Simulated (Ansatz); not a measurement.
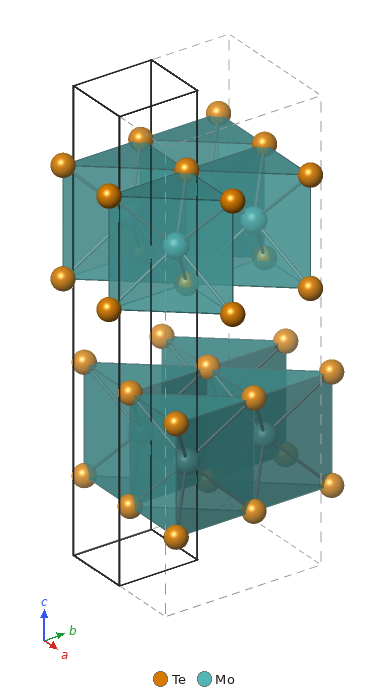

We look at a polyhedral model of the crystal slightly off an axis. The conventional unit cell (solid box) is repeated to 2×2×1 cells. Some atoms of the next cells are drawn as well. Cell: a = 3.706 Å, b = 3.706 Å, c = 14.422 Å, α = 90.00°, β = 90.00°, γ = 120.00°.

- Formula: Te₂Mo.
- The atoms follow space group P6_3/mmc (No. 194); the Bravais lattice is primitive hexagonal.
- Among the common structure types it is 2H molybdenite (MoS₂) type.
- The cell has 6 atoms, namely 4 Te, 2 Mo.
- The polyhedra are MoTe6 trigonal prisms; they share edges.
- Each Te has three Mo in a trigonal pyramidal arrangement at about 2.8 Å. Mo bonds to six Te in a trigonal prismatic arrangement at about 2.8 Å.
- The bonds build Te2Mo layers parallel to (001).

Starting structure: a structure listed in the Materials Project. The cell was then strained or its atoms displaced on purpose. A calculation with Ansatz used it as input.
